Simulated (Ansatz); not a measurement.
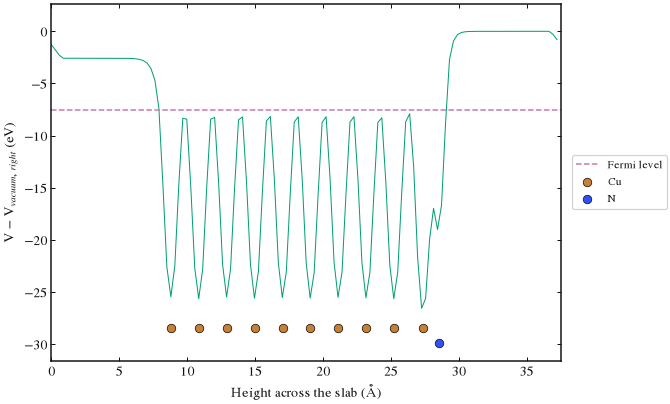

Plane-averaged electrostatic potential energy of an electron across the slab; circles at the bottom mark the heights of the atoms (positions after relaxation).

The material is a (001) slab cut from Cu (P6_3/mmc), of composition Cu10N (not the bulk's), ended by Cu planes, 11 atoms in the cell; a = 2.52 Å, b = 2.52 Å, c = 37.53 Å, α = 90.00°, β = 90.00°, γ = 120.00°.

Method: DFT PBEsol, scalar-relativistic, plane waves, PAW, no spin polarisation, 12×12×1 k mesh, 420 eV cutoff, Gaussian smearing of 0.1 eV (Ansatz 0.2.0).

> What is the work function?

The work function is 7.54 eV at the right face and 4.96 eV at the left.

> How thick are slab and vacuum?

The outermost atoms are 19.8 Å apart, which leaves 17.7 Å of vacuum in a cell 37.5 Å high.

> Do the two faces differ, and what does that say about the slab's dipole?

The vacuum level is 2.58 eV higher at the right than at the left, so the slab carries a dipole along its normal; the ramp in the vacuum, at or near the edge of the plot, is the dipole correction that keeps each side flat. Some atoms were held fixed in the relaxation, which can itself make the faces differ.

The run may have settled in a state above the lowest, so this need not be the ground state.
